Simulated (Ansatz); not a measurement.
A series of calculations on Ir

**1. Scan**

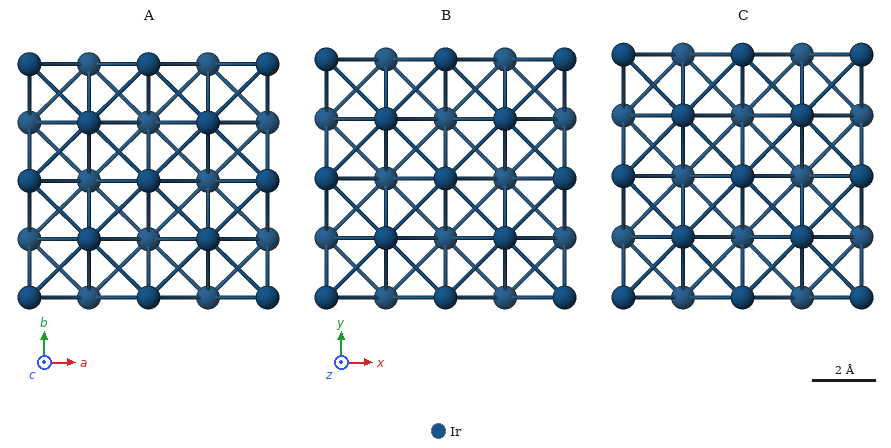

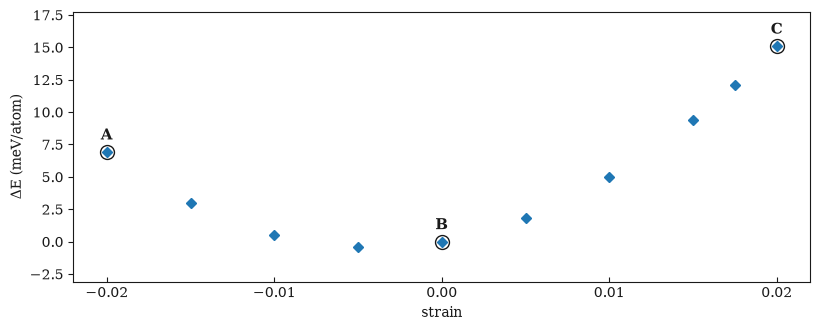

Energy scan for a crystal of Ir (Fm-3m), in which the cell is strained along y alone, with the atoms kept at their fractional coordinates. x, y and z are the Cartesian axes of the input. The lettered frames are marked on the plot. The picture is a ball-and-stick view of the conventional cell (4 times the calculation's cell), repeated 2 × 2 × 2 with one cell outlined, seen along the c axis. Lengths and directions refer to the drawn axes.

Level of theory: Ansatz, DFT PBEsol, scalar-relativistic, plane waves, PAW. (plane-wave cutoff 420 eV; k-point mesh 22 × 22 × 22; occupations gaussian; smearing width 0.15 eV; no spin polarisation). Energies (free energies at the smearing named) are counted from the cell as listed in its source, which wasn't relaxed.

### What does the scan show?

Of the computed points the lowest is at the strain −0.005, −0.4 meV/atom. The end points stand at 6.9 meV/atom (−0.02) and 15.1 meV/atom (0.02). The unrelaxed reference is under a pressure of −2.6 GPa, which tilts the curve. The distortion takes the space group from Fm-3m to I4/mmm. At the strain −0.02 the cell of the drawing goes b 3.839 → 3.763 Å.

The computed points:

```
 strain  ΔE (meV/atom)
−0.0200            6.9
−0.0150            3.0
−0.0100            0.5
−0.0050           −0.4
 0.0000            0.0
 0.0050            1.8
 0.0100            5.0
 0.0150            9.4
 0.0175           12.1
 0.0200           15.1
```

**2. Scan**

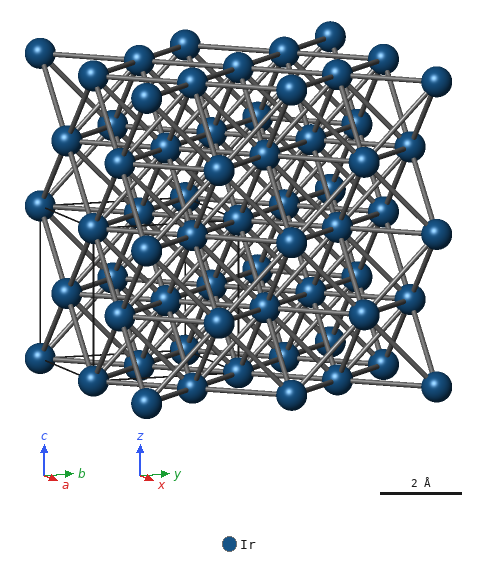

Crystalline Ir (Fm-3m): the cell is strained equally along x and y and separately along z, with the atoms kept at their fractional coordinates. x, y and z are the Cartesian axes of the input. The picture shows the reference cell. The picture is a ball-and-stick view of the conventional cell (4 times the calculation's cell), repeated 2 × 2 × 2 with one cell outlined, seen slightly off an axis. Lengths and directions refer to the drawn axes.

Theory: DFT PBEsol, scalar-relativistic, plane waves, PAW (Ansatz). (plane-wave cutoff 420 eV; k-point mesh 22 × 22 × 22; occupations gaussian; smearing width 0.15 eV; no spin polarisation). Energies (free energies at the smearing named) are counted from the cell as listed in its source, which wasn't relaxed.

```
CELL_PARAMETERS angstrom
0.00000 1.91970 1.91970
1.91970 0.00000 1.91970
1.91970 1.91970 0.00000
ATOMIC_POSITIONS crystal
Ir 0.00000 0.00000 0.00000
```

Question: What energies does the calculation give on a grid with rows −0.030, −0.015, 0.000, 0.015, 0.030 and columns −0.030, −0.015, 0.000, 0.015, 0.030 (strain along x and y; strain along z)?

Answer: Rows: strain along x and y; columns: strain along z; values in meV/atom.

|  | −0.030 | −0.015 | 0.000 | 0.015 | 0.030 |
| --- | --- | --- | --- | --- | --- |
| −0.030 | 131.3 | 89.4 | 63.3 | 51.6 | 52.8 |
| −0.015 | 54.1 | 25.4 | 11.4 | 10.8 | 22.3 |
| 0.000 | 19.6 | 3.0 | 0.0 | 9.4 | 30.0 |
| 0.015 | 22.1 | 16.4 | 23.3 | 41.8 | 70.6 |
| 0.030 | 56.5 | 60.6 | 76.5 | 103.1 | 139.3 |

In pairs of (strain along x and y; strain along z): the lowest computed point lies at (0.000, 0.000) (0.0 meV/atom), the highest at (0.030, 0.030) (139.3 meV/atom). The valley is tilted: raising the in-plane strain is made harder by raising the strain along z (cross term 0.48 of the geometric mean of the two curvatures). Over the ranges scanned the energy rises more along the first axis, the in-plane strain. The pressure runs from −28.9 GPa at (0.030, 0.030) to 40.4 GPa at (−0.030, −0.030).

**3. Energy map**

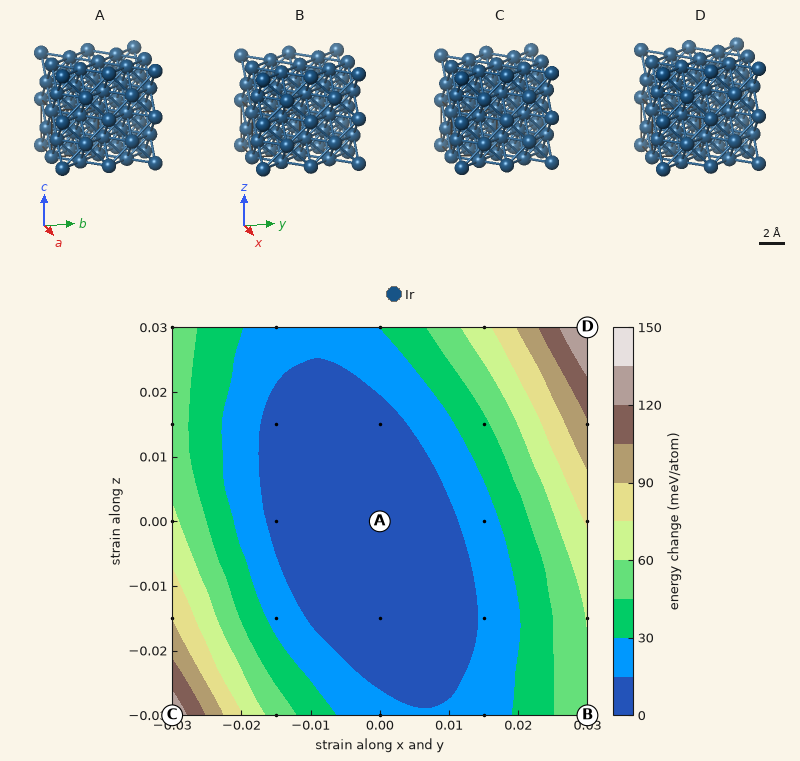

Crystalline Ir (Fm-3m): the cell is strained equally along x and y and separately along z, with the atoms kept at their fractional coordinates. x, y and z are the Cartesian axes of the input. The map is interpolated between the computed points (dots). The lettered frames are marked on it. Style: ball-and-stick. Shown: the conventional cell (4 times the calculation's cell), repeated 2 × 2 × 2 with one cell outlined, slightly off an axis. Lengths and directions refer to the drawn axes.

These are results of Ansatz 0.2.0, DFT PBEsol, scalar-relativistic, plane waves, PAW, not measurements. Set-up: plane-wave cutoff 420 eV; k-point mesh 22 × 22 × 22; occupations gaussian; smearing width 0.15 eV; no spin polarisation. Energies (free energies at the smearing named) are counted from the cell as listed in its source, which wasn't relaxed.

Question: Where is the lowest point of the map, and what else does it tell?

Answer: In pairs of (strain along x and y; strain along z): the lowest computed point lies at (0.000, 0.000) (0.0 meV/atom), the highest at (0.030, 0.030) (139.3 meV/atom). The valley is tilted: raising the in-plane strain is made harder by raising the strain along z (cross term 0.48 of the geometric mean of the two curvatures). Over the ranges scanned the energy rises more along the first axis, the in-plane strain. The pressure runs from −28.9 GPa at (0.030, 0.030) to 40.4 GPa at (−0.030, −0.030). The frames lie at A (0.000, 0.000): 0.0 meV/atom, B (0.030, −0.030): 56.5 meV/atom, C (−0.030, −0.030): 131.3 meV/atom, D (0.030, 0.030): 139.3 meV/atom.

The computed points:

Rows: strain along x and y; columns: strain along z; values in meV/atom.

```csv
,−0.030,−0.015,0.000,0.015,0.030
−0.030,131.3,89.4,63.3,51.6,52.8
−0.015,54.1,25.4,11.4,10.8,22.3
0.000,19.6,3.0,0.0,9.4,30.0
0.015,22.1,16.4,23.3,41.8,70.6
0.030,56.5,60.6,76.5,103.1,139.3
```
